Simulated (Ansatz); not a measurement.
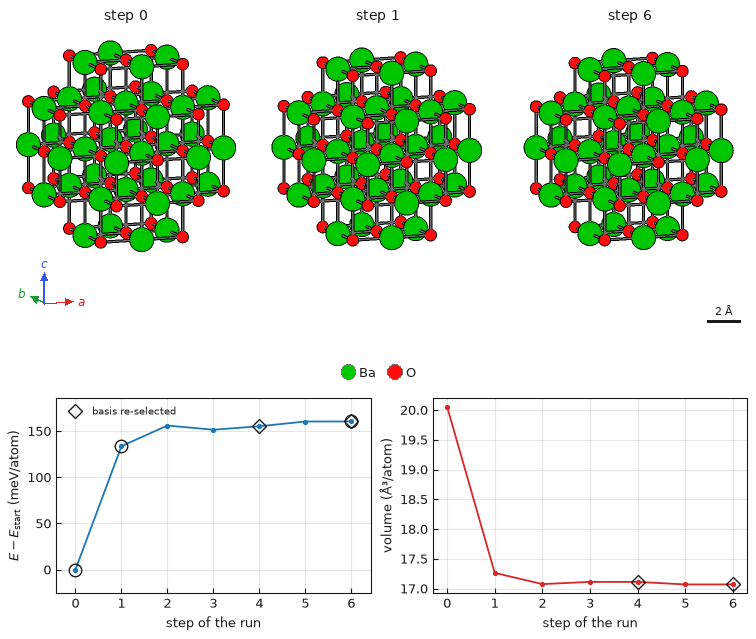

Frames of a relaxation of crystalline BaO (set up in Fm-3m), marked on the history of the run. The picture is a ball-and-stick view of the conventional cell (4 times the calculation's cell), seen slightly off an axis. Lengths and directions refer to the drawn axes.

Computed with DFT LDA, scalar-relativistic, plane waves, PAW; settings changed (Ansatz 0.2.0).

Input file:
```yaml
crystal:
  lattice:
    - [0.0, 2.7170090071, 2.7170090071]
    - [2.7170090071, 0.0, 2.7170090071]
    - [2.7170090071, 2.7170090071, 0.0]
  atoms:
    - { symbol: Ba, position: [0.0, 0.0, 0.0] }
    - { symbol: O, position: [0.5, 0.5, 0.5] }
basis:
  ecutwfc: 420
  ecutrho_ratio: 6
kpoints:
  mp_grid: { grid: [8, 8, 8] }
hamiltonian:
  xc: lda
scf:
  occupations: { method: fixed }
output:
  forces: true
  eigenvalues: true
  stress: true
relax:
  adjacent_minimum: "off"
  f_tol: 0.001
  max_steps: 60
  cell: { stress_tol: 0.02, p_target: 20.0 }
```

Launched with:
```bash
ansatz run input.yaml --threads 1 --pin off --max-ram 1228MiB --backend cpu --events-out ev --progress --plain --runs-dir out
```

### What happens along the run?

No atom moves by more than 0.005 Å relative to the cell. The volume changes by −14.9 %, with a = b = c 5.434 → 5.150 Å (−5.2 %). Among the contacts that change: Ba1–O2 2.717 → 2.575 Å. The space group stays Fm-3m (No. 225). The energy rises by 161 meV per atom in 4 accepted moves (6 points after the start). With the target pressure of 20 GPa, the enthalpy E + pV changes by −212 meV per atom. All forces vanish by symmetry, so only the cell relaxes. The pressure goes from −0.01 to 20.00 GPa. At 2 points the geometry stayed and the basis and grid were re-selected for the new cell (energy shift of 3.7 meV per atom at most each time). From step 0 to 1: volume −13.9 %, energy +134 meV per atom. From step 1 to 6: volume −1.1 %, energy +26.8 meV per atom.

```csv
step,"E − E(0), meV/atom","pressure, GPa","volume, Å³/atom",note
0,0.00,-0.01,20.057,
1,133.73,18.53,17.265,
2,156.08,20.36,17.076,
3,151.55,20.00,17.113,
4,155.29,19.58,17.113,"same geometry, new basis"
5,160.43,20.01,17.070,
6,160.50,20.00,17.070,"same geometry, new basis"
```
